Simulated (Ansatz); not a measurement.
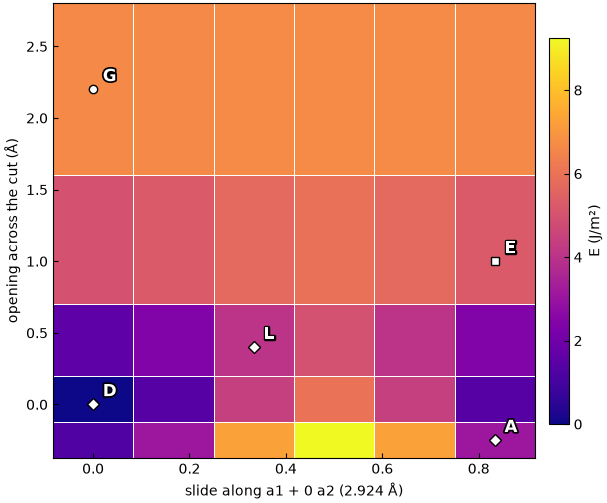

TaN (P-6m2, No. 187; 8 atoms in the cell). 
- Rigid slide and opening across a plane, one cut a cell; the plane is (1 0 0) of the conventional cell, and the faces at the cut hold Ta and N.
- The first coordinate is: slide along a1 + 0 a2 (2.924 Å); the second: opening across the cut.
- Nothing is relaxed (rigid halves).
- Grid: 6 × 5 points; 20 points were computed and 10 follow by symmetry.
- Points are written as (first, second).
- Energies: J/m², counted from the lowest grid point.
- Level of theory: DFT PBEsol, scalar-relativistic, plane waves, PAW (Ansatz). Settings: cutoff 520 eV, k-mesh 15×15×5 in the order of the run's cell vectors, gaussian smearing 0.15 eV, no spin polarisation.

Drawn: one coloured cell a grid point, lettered points.

### Is A the lowest point of the computed grid?

No. A lies 3.1 J/m² above the lowest grid point, which is at (0.000, 0.00 Å).

### Rank the lettered points by energy, lowest first.

D (0.0 J/m²), A (3.1 J/m²), L (4.0 J/m²), E (5.2 J/m²), G (6.6 J/m²).

PAW datasets: the set soft_1.
